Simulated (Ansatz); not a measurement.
# A thicker film of Ga2O3 (0001) from two thinner ones

In a field along its normal an insulating film takes a dipole p. Written as a length, p/(ε₀AE), it should grow by 1 − 1/ε for each ångström added.

Set-up. Ansatz 0.2.0, plane waves with PAW datasets (its set soft_1), PBE; corundum films relaxed at a bulk in-plane lattice constant near the measured one, then held in weak fields of both signs with a dipole correction (A is the cell's area, E the outer field).

```
    run  distance between the outer atoms (Å)  p/(ε₀AE) (Å)
3 units                                 4.710         5.473
4 units                                 7.136         7.328
6 units                                11.746             ?
```

Q: Estimate the withheld value from the rows shown.

Two rows fix a line: slope = (7.328 − 5.473) / (7.136 − 4.710) = 0.7646, intercept 1.8718. That slope means ε = 1/(1 − 0.7646) = 4.25. At 11.746 it gives 0.7646 × 11.746 + 1.8718 = 10.853 Å, beyond the rows fitted. Rounding of the rows alone allows about ±0.004 Å there; two rows can't show whether the line holds.

The run itself gives 10.884 Å: a miss of +0.031 Å, or 0.3 % of the value. The length is met to within 1 %, though ε is more sensitive than the length: the two thickest films give ε = 4.37.

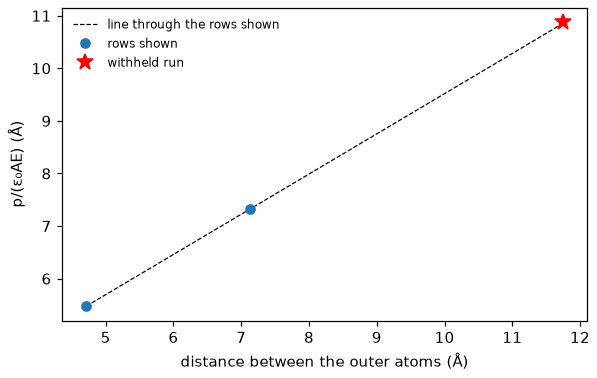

The fit and the withheld run.

**Limits.** This is the electronic response alone. A unit is one step of the cut along the normal (a plane, a pair of planes or a cell), and the layers relax along it, away from their bulk spacing where the functional's lattice constant differs from the one held.

[Logs are printed without paths, hosts, clocks, repeated set-up lines and the standing remarks that a program may print on its own settings, such as how far it seeks lower states.]
